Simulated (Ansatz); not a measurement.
# W: geometry relaxation

The run: geometry relaxation of W (1 atom in the cell). Method and program: DFT PBE, scalar-relativistic, plane waves, PAW, no spin polarisation (Ansatz 0.2.0).

The structure derives from an entry of the Crystallography Open Database.

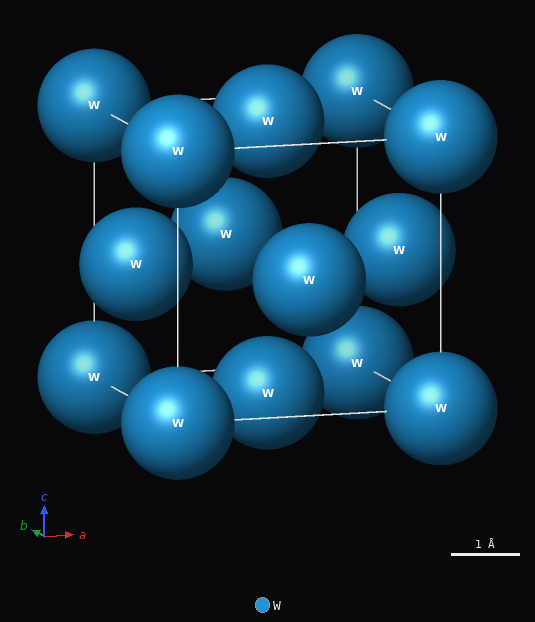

Fig. 1: The structure as given in the input (spheres-only view of the cell 4 times as large as that of the calculation, set on its symmetry axes, seen slightly off an axis).

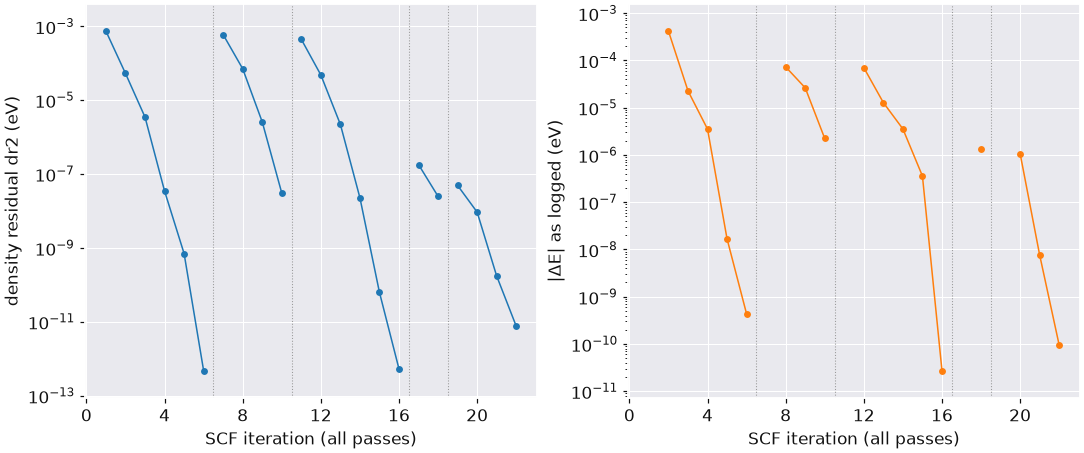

Fig. 2: Convergence of the self-consistent field: density residual dr2 and size of the energy change against the SCF iteration. The dotted lines part the SCF passes of the relaxation: geometry steps, rejected trials and re-solves on a re-selected basis. The 5 passes take 2 to 6 iterations each, 22 in all.

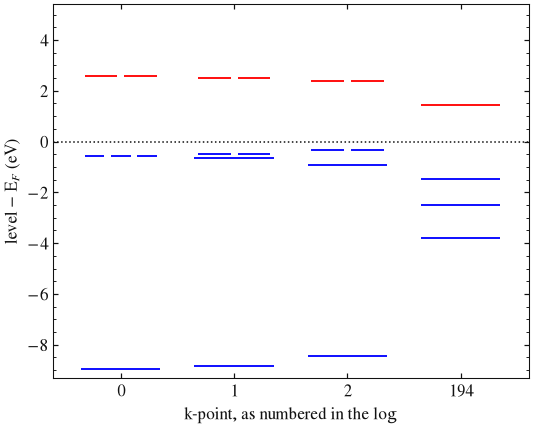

Fig. 3: Kohn–Sham levels near the Fermi level (dotted) at the few k-points that the log prints; levels within 0.02 eV of each other stand side by side. The system is metallic on the full mesh.

The input and output of the run follow.

### The input
```yaml
crystal:
  lattice:
    - [0.0, 2.03, 2.03]
    - [2.03, 0.0, 2.03]
    - [2.03, 2.03, 0.0]
  atoms:
    - { symbol: W, position: [0.0, 0.0, 0.0] }
basis:
  ecutwfc: 420
kpoints:
  mp_grid: { grid: [18, 18, 18] }
hamiltonian:
  xc: pbe
scf:
  occupations: { method: gaussian, width: 0.1 }
output:
  forces: true
  stress: true
  eigenvalues: true
  write_density: true
  write_potential: true
  elf: true
  volumetric_format: npy
relax:
  adjacent_minimum: "off"
  f_tol: 0.005
  max_steps: 80
  cell: { stress_tol: 0.05 }
```

Launch command:
```bash
ansatz run input.yaml --threads 4 --pin off --max-ram 2560MiB --backend cpu --events-out ev --progress --plain --runs-dir out
```

### What the program printed
```
Engine: ansatz 0.2.0, x86_64-unknown-linux-gnu
Pseudopotentials: kind: paw
Pseudopotential: W, paw, valence charge 14, recommended cutoff 420 eV (normal), W.paw.azcp
Functional definition: PBE
  parameter kappa = 0.804
  parameter beta = 0.06672455060314922
  exchange = pbe_x(kappa = kappa, mu = beta*pi^2/3)
  correlation = pbe_c(beta = beta)
Crystal: 1 atoms, lattice volume = 16.731 Å³
Basis set: ecut = 420 eV, 331 PW (Γ), exchange–correlation on 40×40×40 points (8 copies of the dense FFT grid, shifted against one another)
Bands: 11, of which v1, the nominal top of the filled ones, is band 7 counted from 1 (6 counted from 0)
Symmetry: 48 space group operations
Space group: Fm-3m (ITA 225), of the structure as read, at distance tolerance 2.6e-5 Å
k-points: 195 of 5832
Non-local potential: W, projectors of the file, l = 0: 3, l = 1: 2, l = 2: 2, l = 3: 1
PAW form: soft (Blöchl's): semilocal exchange-correlation on the pseudo side does not see the compensation charge
PAW one-centre angular grid: W, 590 points (default); XC on 64 Gauss nodes
Initial density: superposition of atomic densities (neutral atoms: chi_scale 0, normalization atom), corrected by the library's trained network
Initial wavefunctions: pseudopotential atomic-orbital guess
Functional: x = pbe(κ = 0.804, μ = 0.2195149727645171), c = pbe(β = 0.06672455060314922)
SCF iter   1: F=—  HF=-10384.339377 eV  |F-HF|=—  |Δ(HF+E_count)|=         —  Δρ=2.36e-3  dr2=7.38e-4  ethr=1.77e-3  ⟨swp⟩=5.0  Hψ=11455  notcnv=0
preconditioner: auto → none  [metal: Δε(μ)=0.014 eV  Ē_g=8.342 eV  σ=0.100 eV  W_gap=0.08  n_scr=0 (ndim 8)  ℏωp=22.2 eV  f_vac=0.000  D(μ)=1.35/eV (n_scr^D=14)]
SCF iter   2: F=—  HF=-10384.338960 eV  |F-HF|=—  |Δ(HF+E_count)|=   4.17e-4  Δρ=8.54e-4  dr2=5.29e-5  ethr=5.27e-6  ⟨swp⟩=2.1  Hψ=4359  notcnv=0
SCF iter   3: F=—  HF=-10384.338982 eV  |F-HF|=—  |Δ(HF+E_count)|=   2.27e-5  Δρ=2.66e-4  dr2=3.47e-6  ethr=3.78e-7  ⟨swp⟩=2.3  Hψ=3236  notcnv=0
iter 4 did not close the SCF: its close was put off for the readings that it lacked (scf_convergence_deferred on its scf_iter line)
SCF iter   4: F=-10384.338986 eV  HF=-10384.338986 eV  |F-HF|=2.75e-8  |Δ(HF+E_count)|=   3.52e-6  Δρ=1.96e-5  dr2=3.47e-8  ethr=2.48e-8  ⟨swp⟩=2.4  Hψ=3379  notcnv=0
iter 5 did not close the SCF: its close was put off for the readings that it lacked (scf_convergence_deferred on its scf_iter line)
SCF iter   5: F=-10384.338986 eV  HF=-10384.338986 eV  |F-HF|=3.57e-10  |Δ(HF+E_count)|=   1.67e-8  Δρ=4.49e-6  dr2=7.03e-10  ethr=2.48e-10  ⟨swp⟩=2.0  Hψ=3343  notcnv=0
SCF iter   6: F=-10384.338986 eV  HF=-10384.338986 eV  |F-HF|=0.00e0  |Δ(HF+E_count)|=  4.31e-10  Δρ=1.05e-7  dr2=4.75e-13  ethr=5.02e-12  ⟨swp⟩=4.6  Hψ=10272  notcnv=0
SCF 1 converged in 6 iterations: F = -10384.338986 eV  dr2 = 4.75e-13
  greatest PAW one-centre occupation: 1.000 electrons in one spin orbital (limit 2), on the W atom at site 0 (counted from 0), in its partial waves of l = 0
relax step   1: F+E_penalty+E_count = -10384.33898571 eV  Δ(F+E_penalty+E_count) = +0.000e0 eV  max|allowed force component| = 0.000e0 eV/Å  Δτ_max = 0.0000 Å  P = -4.661 GPa  Ω = 16.731 Å³  (6 SCF iters, accepted)
Crystal: 1 atoms, lattice volume = 15.565 Å³
Basis set: ecut = 420 eV, 307 PW (Γ), exchange–correlation on 40×40×40 points (8 copies of the dense FFT grid, shifted against one another)
Initial density: handed on by an earlier stage of this run
Initial wavefunctions: those handed on with the density
iter 1 solved again at ethr=4.13e-6 eV; its pass at ethr=3.10e-3 eV (dr2=5.79e-4 eV) is discarded
SCF iter   1: F=—  HF=-10384.297911 eV  |F-HF|=—  |Δ(HF+E_count)|=         —  Δρ=2.57e-3  dr2=5.93e-4  ethr=4.13e-6  ⟨swp⟩=2.1  Hψ=16240  notcnv=0
preconditioner: auto → none  [metal: Δε(μ)=0.006 eV  Ē_g=9.001 eV  σ=0.100 eV  W_gap=0.03  n_scr=0 (ndim 8)  ℏωp=23.1 eV  f_vac=0.000  D(μ)=1.17/eV (n_scr^D=14)]
SCF iter   2: F=—  HF=-10384.297838 eV  |F-HF|=—  |Δ(HF+E_count)|=   7.30e-5  Δρ=1.10e-3  dr2=7.06e-5  ethr=4.13e-6  ⟨swp⟩=2.7  Hψ=3474  notcnv=0
SCF iter   3: F=—  HF=-10384.297864 eV  |F-HF|=—  |Δ(HF+E_count)|=   2.63e-5  Δρ=2.40e-4  dr2=2.57e-6  ethr=5.05e-7  ⟨swp⟩=1.7  Hψ=2665  notcnv=0
SCF iter   4: F=-10384.297867 eV  HF=-10384.297867 eV  |F-HF|=1.47e-8  |Δ(HF+E_count)|=   2.23e-6  Δρ=2.48e-5  dr2=3.05e-8  ethr=7.14e-10  ⟨swp⟩=7.1  Hψ=12588  notcnv=0
SCF 2 converged in 4 iterations: F = -10384.297867 eV  dr2 = 3.05e-8
relax step   2: F+E_penalty+E_count = -10384.29786654 eV  Δ(F+E_penalty+E_count) = +4.112e-2 eV  max|allowed force component| = 0.000e0 eV/Å  Δτ_max = 0.0000 Å  P = +17.365 GPa  Ω = 15.565 Å³  energy of the carried Pulay correction = +4.673e-4 eV  (4 SCF iters, dr2 threshold 1.00e-7 eV, rejected (line search))
Crystal: 1 atoms, lattice volume = 16.470 Å³
iter 1 solved again at ethr=3.73e-6 eV; its pass at ethr=3.10e-3 eV (dr2=5.22e-4 eV) is discarded
SCF iter   1: F=—  HF=-10384.343277 eV  |F-HF|=—  |Δ(HF+E_count)|=         —  Δρ=2.05e-3  dr2=4.43e-4  ethr=3.73e-6  ⟨swp⟩=2.1  Hψ=15270  notcnv=0
preconditioner: auto → none  [metal: Δε(μ)=0.004 eV  Ē_g=8.492 eV  σ=0.100 eV  W_gap=0.02  n_scr=0 (ndim 8)  ℏωp=22.4 eV  f_vac=0.000  D(μ)=1.34/eV (n_scr^D=14)]
SCF iter   2: F=—  HF=-10384.343207 eV  |F-HF|=—  |Δ(HF+E_count)|=   7.02e-5  Δρ=8.52e-4  dr2=4.80e-5  ethr=3.16e-6  ⟨swp⟩=2.6  Hψ=3280  notcnv=0
SCF iter   3: F=—  HF=-10384.343220 eV  |F-HF|=—  |Δ(HF+E_count)|=   1.28e-5  Δρ=2.07e-4  dr2=2.20e-6  ethr=3.43e-7  ⟨swp⟩=1.6  Hψ=2533  notcnv=0
SCF iter   4: F=—  HF=-10384.343223 eV  |F-HF|=—  |Δ(HF+E_count)|=   3.55e-6  Δρ=2.07e-5  dr2=2.27e-8  ethr=1.57e-8  ⟨swp⟩=2.1  Hψ=2854  notcnv=0
SCF iter   5: F=—  HF=-10384.343224 eV  |F-HF|=—  |Δ(HF+E_count)|=   3.58e-7  Δρ=1.00e-6  dr2=6.25e-11  ethr=1.62e-10  ⟨swp⟩=2.0  Hψ=2864  notcnv=0
SCF iter   6: F=-10384.343224 eV  HF=-10384.343224 eV  |F-HF|=7.28e-12  |Δ(HF+E_count)|=  2.73e-11  Δρ=8.52e-8  dr2=5.27e-13  ethr=1.00e-12  ⟨swp⟩=6.0  Hψ=8357  notcnv=0
SCF 3 converged in 6 iterations: F = -10384.343224 eV  dr2 = 5.27e-13
relax step   3: F+E_penalty+E_count = -10384.34322379 eV  Δ(F+E_penalty+E_count) = -4.238e-3 eV  max|allowed force component| = 0.000e0 eV/Å  Δτ_max = 0.0000 Å  P = -0.363 GPa  Ω = 16.470 Å³  energy of the carried Pulay correction = +1.018e-4 eV  (6 SCF iters, accepted)
Crystal: 1 atoms, lattice volume = 16.448 Å³
iter 1 solved again at ethr=3.07e-9 eV; its pass at ethr=3.10e-3 eV (dr2=4.30e-7 eV) is discarded
SCF iter   1: F=—  HF=-10384.343258 eV  |F-HF|=—  |Δ(HF+E_count)|=         —  Δρ=4.51e-5  dr2=1.80e-7  ethr=3.07e-9  ⟨swp⟩=2.2  Hψ=14029  notcnv=0
preconditioner: auto → none  [metal: Δε(μ)=0.010 eV  Ē_g=8.500 eV  σ=0.100 eV  W_gap=0.06  n_scr=0 (ndim 8)  ℏωp=22.4 eV  f_vac=0.000  D(μ)=1.34/eV (n_scr^D=14)]
SCF iter   2: F=-10384.343256 eV  HF=-10384.343256 eV  |F-HF|=9.17e-9  |Δ(HF+E_count)|=   1.31e-6  Δρ=2.00e-5  dr2=2.48e-8  ethr=7.14e-10  ⟨swp⟩=6.0  Hψ=11750  notcnv=0
SCF 4 converged in 2 iterations: F = -10384.343256 eV  dr2 = 2.48e-8
relax step   4: F+E_penalty+E_count = -10384.34325629 eV  Δ(F+E_penalty+E_count) = -3.250e-5 eV  max|allowed force component| = 0.000e0 eV/Å  Δτ_max = 0.0000 Å  P = +0.009 GPa  Ω = 16.448 Å³  energy of the carried Pulay correction = +1.103e-4 eV  (2 SCF iters, dr2 threshold 1.00e-7 eV, accepted)
Initial wavefunctions: pseudopotential atomic-orbital guess (no wavefunctions were taken with the density)
iter 1 solved again at ethr=2.13e-8 eV; its pass at ethr=3.10e-3 eV (dr2=2.98e-6 eV) is discarded
SCF iter   1: F=—  HF=-10384.343148 eV  |F-HF|=—  |Δ(HF+E_count)|=         —  Δρ=3.64e-5  dr2=4.90e-8  ethr=2.13e-8  ⟨swp⟩=3.2  Hψ=17829  notcnv=0
SCF iter   2: F=—  HF=-10384.343147 eV  |F-HF|=—  |Δ(HF+E_count)|=   1.07e-6  Δρ=1.71e-5  dr2=9.28e-9  ethr=3.50e-10  ⟨swp⟩=2.4  Hψ=3343  notcnv=0
SCF iter   3: F=—  HF=-10384.343147 eV  |F-HF|=—  |Δ(HF+E_count)|=   7.64e-9  Δρ=1.59e-6  dr2=1.73e-10  ethr=6.63e-11  ⟨swp⟩=2.7  Hψ=3432  notcnv=0
SCF iter   4: F=-10384.343147 eV  HF=-10384.343147 eV  |F-HF|=1.27e-11  |Δ(HF+E_count)|=  9.46e-11  Δρ=4.68e-7  dr2=7.61e-12  ethr=1.00e-12  ⟨swp⟩=4.1  Hψ=9717  notcnv=0
SCF 5 converged in 4 iterations: F = -10384.343147 eV  dr2 = 7.61e-12
relax step   5: F+E_penalty+E_count = -10384.34314688 eV  Δ(F+E_penalty+E_count) = +1.094e-4 eV  max|allowed force component| = 0.000e0 eV/Å  Δτ_max = 0.0000 Å  P = +0.009 GPa  Ω = 16.448 Å³  stress off target by 8.55e-3 GPa  SCF on the basis re-selected at this cell (its energy is not comparable with the rows above)  (4 SCF iters)
basis re-selected at this cell: Δ(F+E_penalty+E_count) = +1.094e-4 eV, ΔP = -0.000 GPa vs the last step (what re-selecting the basis moved, of the pressure what is left beyond the Pulay correction that the steps carried, after the strain that the cell walked since its last selection, with what the two solves' SCF thresholds leave and, on support functions, any second-order correction that the steps lacked; it is no measure of the basis error at this ecutwfc). This SCF's stress stands 8.55e-3 GPa from its target on what of the cell is left free (relax.cell.stress_tol is 5.00e-2 GPa) and its largest allowed force component is 0.00e0 eV/Å (relax.f_tol is 5.00e-3 eV/Å): within both
SCF converged after 4 iterations
Free energy (F): -10384.343147 eV
Harris-Foulkes:  -10384.343147 eV  (|F-HF|=1.27e-11)
Internal energy: -10384.336433 eV  (E = F + TS)
E sigma→0 (E₀):  -10384.339790 eV
Entropy (-TS):   -0.006714 eV (-6.714 meV/atom)
Fermi energy:    21.224888 eV
--- Per-component energies (eV) ---
  E_band       = -92.690432
  E_kinetic    = 449.033823
  E_local      = -625.657274  (includes V_loc(G=0)·N_el)
  E_nonlocal   = 0.709484
  E_hartree    = 223.116918
  E_xc         = -266.451903
  E_vxc        = -238.156430  (∫ρ·V_xc dr)
  E_paw        = -8562.415123  (= ΣΔE_a)
  E_vpaw       = -124.853805  (= ΣTr[D̂ρ^β])
  E_aug_tail   = -0.000056  (compensation charges beyond the density's cutoff)
  E_ewald      = -1602.672302
  E_smearing   = -0.006714  (= −TS)
  E_closure    = 0.000000  (closes the sum)
  Σ components = -10384.343147   (vs F -10384.343147, Δ=0.00e0)
--- Forces (eV/Å), atoms counted from 1 ---
  atom   1  W     -0.00000000     0.00000000     0.00000000
  max |Σ_I F_I| component: 3.90e-32 eV/Å
--- Stress (GPa, compression-positive) ---
        0.008547      -0.000000      -0.000000
       -0.000000       0.008547      -0.000000
       -0.000000      -0.000000       0.008547
  P = ⅓ Tr σ = 0.0085 GPa (0.085 kbar)
--- Band table (eV; the first three rows and the last of 195) ---
  k-point 0: bands = ["-52.3630", "-16.0356", "-16.0356", "-16.0356", "12.2625", "20.6722", "20.6722", "20.6722", "23.7912", "23.7912", "34.0176"]
  k-point 1: bands = ["-52.3598", "-16.0724", "-16.0403", "-16.0403", "12.3983", "20.5668", "20.7364", "20.7364", "23.7323", "23.7323", "34.2893"]
  k-point 2: bands = ["-52.3507", "-16.1775", "-16.0538", "-16.0538", "12.7910", "20.2946", "20.9039", "20.9039", "23.5995", "23.5995", "35.0186"]
  k-point 194: bands = ["-52.2221", "-16.8412", "-16.7273", "-16.4646", "17.4339", "18.7247", "19.7695", "22.6473", "27.0006", "31.4162", "31.4862"]
--- Relaxed structure (4 steps of the walk, 3 accepted, 1 SCFs on fresh bases) ---
  F+E_penalty+E_count = -10384.34314688 eV   max|allowed force component| = 0.000e0 eV/Å   (the final SCF, on the basis selected at the relaxed cell)
  cell:  # Å, volume = 16.4482 Å³
    - [-8.916901057567282e-35, 2.0185031149419994, 2.0185031149419994]
    - [2.0185031149419994, -7.32459729728741e-35, 2.0185031149419994]
    - [2.0185031149419994, 2.0185031149419994, -1.1146126321959105e-34]
  atoms:
    - { symbol: W, position: [0.0, 0.0, 0.0] }
```

### Trajectory as extended XYZ (Å, eV, eV/Å), 5 frames, from step=1 to step=5
```
1
Lattice="0.0000 2.0300 2.0300 2.0300 0.0000 2.0300 2.0300 2.0300 0.0000" Properties=species:S:1:pos:R:3:forces:R:3 step=1 energy=-10384.33899 pressure_GPa=-4.66
W     0.0000    0.0000    0.0000    0.0000   0.0000   0.0000
1
Lattice="0.0000 1.9817 1.9817 1.9817 0.0000 1.9817 1.9817 1.9817 0.0000" Properties=species:S:1:pos:R:3:forces:R:3 step=2 energy=-10384.29787 pressure_GPa=17.37 accepted=F
W     0.0000    0.0000    0.0000    0.0000   0.0000   0.0000
1
Lattice="0.0000 2.0194 2.0194 2.0194 0.0000 2.0194 2.0194 2.0194 0.0000" Properties=species:S:1:pos:R:3:forces:R:3 step=3 energy=-10384.34322 pressure_GPa=-0.36
W     0.0000    0.0000    0.0000    0.0000   0.0000   0.0000
1
Lattice="0.0000 2.0185 2.0185 2.0185 0.0000 2.0185 2.0185 2.0185 0.0000" Properties=species:S:1:pos:R:3:forces:R:3 step=4 energy=-10384.34326 pressure_GPa=0.01
W     0.0000    0.0000    0.0000    0.0000   0.0000   0.0000
1
Lattice="0.0000 2.0185 2.0185 2.0185 0.0000 2.0185 2.0185 2.0185 0.0000" Properties=species:S:1:pos:R:3:forces:R:3 step=5 energy=-10384.34315 pressure_GPa=0.01
W     0.0000    0.0000    0.0000    0.0000   0.0000   0.0000
```

### Key numbers

| quantity | value |
| --- | --- |
| outcome | converged |
| space group (tolerance 0.01 Å) | Fm-3m (225) |
| electrons treated | 14 |
| free energy | −10384.3431 eV |
| Fermi energy | 21.225 eV |
| gap on the k-point mesh | none (metallic) |
| pressure | 0.01 GPa |
| final volume | 16.45 Å³ |
| largest force (length of the vector) at the end | under 0.001 eV/Å |
| final cell | a = 2.855 Å, b = 2.855 Å, c = 2.855 Å, α = 60.00°, β = 60.00°, γ = 60.00° |
| hardware | 4 threads of Intel Xeon @ 2.30GHz, 28 GiB of memory available, shared host |
| wall time | 2.8 s (CPU time 8.9 s) |
| peak memory | 0.4 GiB |

Spin–orbit coupling is left out, which matters for W.
